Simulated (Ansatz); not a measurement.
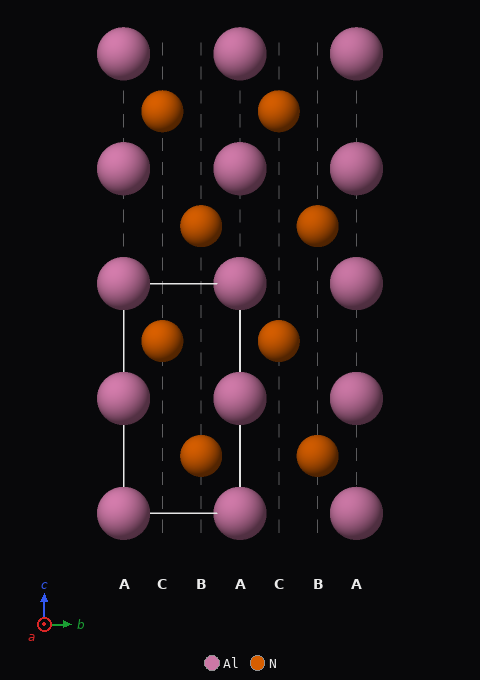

Projection along an edge of the hexagonal mesh, stacking direction c upwards. The dashed lines mark the three columns A (0, 0), B (1/3, 2/3) and C (2/3, 1/3). The sequence starts with the first layer at or above the cell's origin.

AlN: the input geometry of an electronic-structure calculation (not necessarily at equilibrium); the starting structure was generated, so it need not be a known form of this composition.

Read off the stacking sequence over one period.

Al(A) – N(B) – Al(A) – N(C) (four layers in 4.84 Å).

How are the N layers alone stacked?

N layers alone: BC, the hexagonal close-packed type.

Which positions between or in the N layers do the other atoms fill?

Al: two octahedral sites in each hexagonal cell.

Heights of the layers:

| layer | atoms (column) | height (Å) | to next (Å) |
| --- | --- | --- | --- |
| 1 | Al(A) | 0.00 | 1.21 |
| 2 | N(B) | 1.21 | 1.21 |
| 3 | Al(A) | 2.42 | 1.21 |
| 4 | N(C) | 3.63 | 1.21 |
